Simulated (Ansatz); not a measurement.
**TaN: density, localisation and related maps**

The calculation's input:

```
crystal:
  lattice:
    - [0.0, 0.0, 2.8707276426]
    - [2.9239890448, 0.0, 0.0]
    - [0.0, 5.0644975863, 0.0]
  atoms:
    - { symbol: Ta, position: [0.5174171869, 0.0, 0.3333333333] }
    - { symbol: Ta, position: [0.4825828131, 0.5, 0.8333333333] }
    - { symbol: "N", position: [0.006368892, 0.5, 0.5] }
    - { symbol: "N", position: [-0.006368892, 0.0, 0.0] }
basis:
  ecutwfc: 420
kpoints:
  mp_grid: { grid: [20, 20, 12] }
hamiltonian:
  xc: pbesol
scf:
  occupations: { method: gaussian, width: 0.15 }
output:
  forces: true
  stress: true
  eigenvalues: true
  write_density: true
  write_potential: true
  elf: true
  volumetric_format: npy
```

Launched as:

```sh
ansatz run input.yaml --threads 2 --pin off --max-ram 5120MiB --backend cpu --events-out ev --progress --plain --runs-dir out
```

Below, planes, directions and counts refer to the conventional cell (a = 2.92 Å, b = 2.87 Å, c = 5.06 Å, α = 90.00°, β = 90.00°, γ = 90.00°).

Space group Pmn2₁; not relaxed (largest force 1.1 eV/Å).

Method: DFT PBEsol, scalar-relativistic, plane waves, PAW in Ansatz 0.2.0.

Core electrons are frozen (PAW), and the valence fields are smoothed inside the atomic spheres.

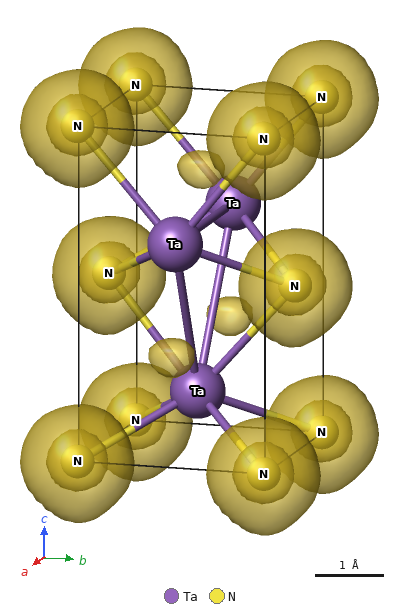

Figure 1. Isosurface of the ELF at 0.7 (yellow), seen slightly off an axis. Only the valence region is drawn (cores and ρ < 0.01 e/Å³ removed). Sticks mark near contacts.

Question: What do the ELF domains correspond to?

Answer: The surface consists of two regions wrapped around N (the valence shell of each) and two pockets between the atoms, centred on no nucleus (multi-centre or interstitial), counted in one cell of 4 atoms. Regions shared between cells count once.


Ta–N (2.17 Å): the ELF peaks at about 0.80 in the valence shell of N, 0.7 Å from its nucleus, and is about 0.20 at the midpoint; no shared electron pair shows on this line. Ta–Ta (2.87 Å): the ELF is about 0.25 at the midpoint: no localised pair shows between them.

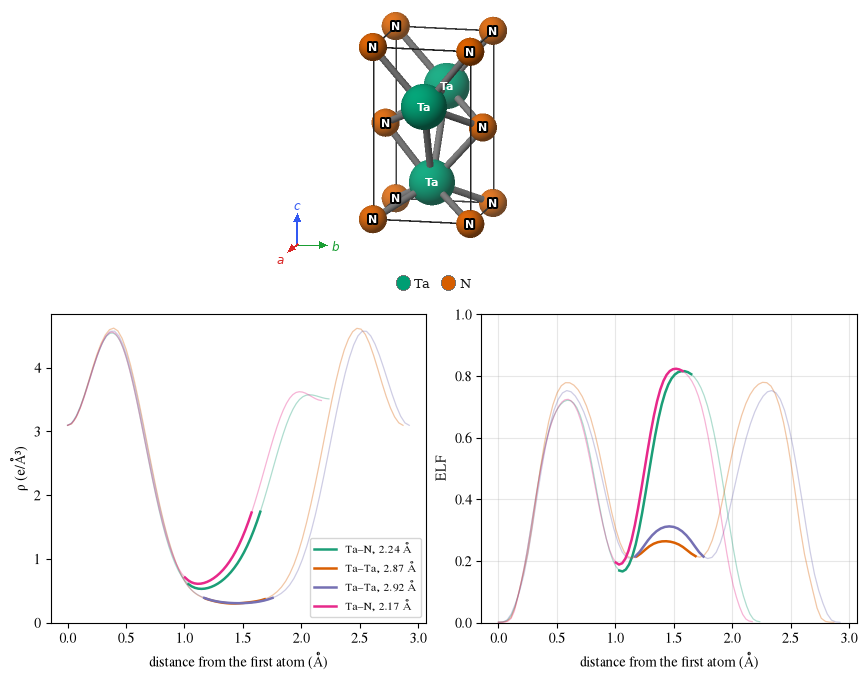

Figure 2. Valence electron density and ELF along straight lines between neighbouring atoms. Thin, pale parts lie inside the atomic spheres. The structure is drawn too.

Question: Compare the contacts.

Answer: Ta–N (2.24 Å): ρ at the midpoint is about 0.53 e/Å³; the ELF peaks at about 0.80 in the valence shell of N, 0.7 Å from its nucleus, and is about 0.20 at the midpoint: no shared electron pair shows on this line.
Ta–Ta (2.87 Å): ρ is about 0.3 e/Å³ halfway; the ELF is about 0.25 at the midpoint; no shared electron pair shows on this line.
Ta–Ta (2.92 Å): the density is about 0.3 e/Å³ at the midpoint; the ELF is about 0.30 at the midpoint.
Ta–N (2.17 Å): ρ at the midpoint is about 0.62 e/Å³; the ELF peaks at about 0.80 in the valence shell of N, 0.7 Å from its nucleus, and is about 0.20 at the midpoint; no shared electron pair shows on this line.

Question: Metal or insulator at this level of theory?

Answer: It is metallic or semimetallic at this level of theory: no gap opens; semilocal functionals without U, or without the true magnetic order, often close the gap of such compounds.
